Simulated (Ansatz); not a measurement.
KCl (2 atoms in the cell), run with Ansatz.

```
crystal:
  lattice:
    - [0.0, 5.31373404, 7.51361993]
    - [5.31373404, 0.0, 7.51361993]
    - [5.31373404, 5.31373404, 0.0]
  atoms:
    - { symbol: K, position: [0.0, 0.0, 0.0] }
    - { symbol: Cl, position: [0.5, 0.5, 0.5] }
basis:
  ecutwfc: 420
kpoints:
  mp_grid: { grid: [8, 8, 8] }
hamiltonian:
  xc: lda
scf:
  occupations: { method: gaussian, width: 0.05 }
  max_iter: 50
output:
  forces: true
  eigenvalues: true
  stress: true
```

Run as:
```bash
ansatz run input.yaml --threads 1 --pin off --max-ram 1228MiB --backend cpu --events-out ev --progress --plain --runs-dir out
```

Question: Will this run converge, and how?

Answer: It converged, after 7 iterations. The residual falls at every step. The input holds a fault (a lattice typed in bohr). The SCF closed all the same, which doesn't make the results meaningful for the real system.

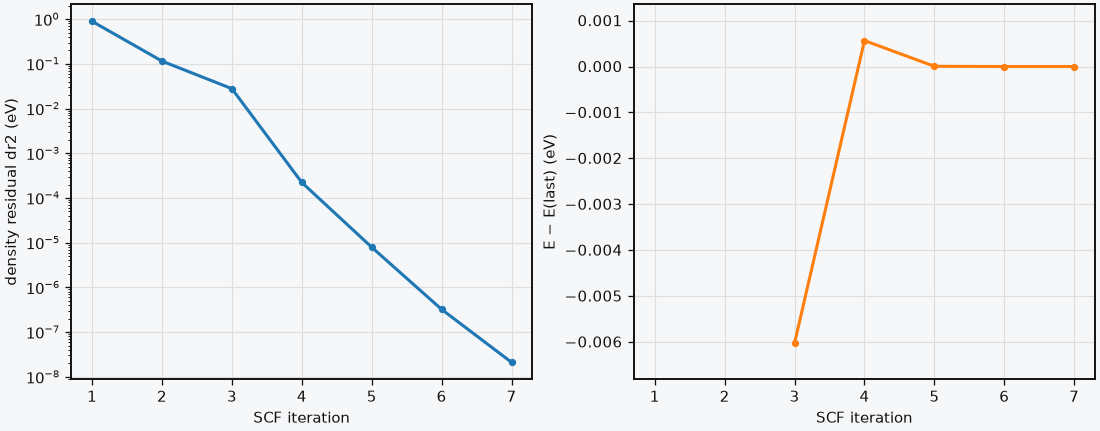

SCF iterations of a calculation: density residual dr2, Harris–Foulkes energy less its last value. The starting density is a sum of atomic densities corrected by a trained network. The first two energies lie far off the scale and aren't drawn.
